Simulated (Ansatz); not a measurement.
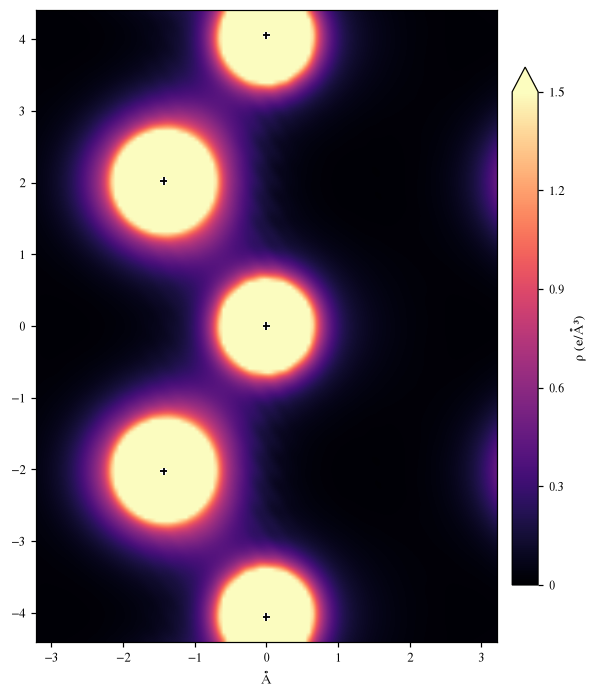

The valence charge density (pseudo) on a plane through atoms (crosses mark nuclei in the plane).

All numbers below come from DFT PBE, scalar-relativistic, plane waves, PAW (Ansatz 0.2.0).

Candidates:
A. CdTe, a = 6.62 Å, b = 6.62 Å, c = 6.62 Å, α = 90.00°, β = 90.00°, γ = 90.00°. Space group F-43m; a structure from a database of computed crystals, not necessarily the ambient phase.
B. HfO$_{2}$, a = 6.78 Å, b = 7.33 Å, c = 7.33 Å, α = 90.57°, β = 116.24°, γ = 116.24°. Space group P2₁/c; a structure from a database of computed crystals, not necessarily the ambient phase.
C. ZnSe, a = 5.73 Å, b = 5.73 Å, c = 5.73 Å, α = 90.00°, β = 90.00°, γ = 90.00°. Space group F-43m; a structure from a database of computed crystals, not necessarily the ambient phase.

### Which candidate gave the map?

Candidate C: ZnSe on the (011) plane of the conventional cell, which holds Zn and Se. Zn–Se (2.48 Å): ρ at the midpoint is about 0.44 e/Å³.
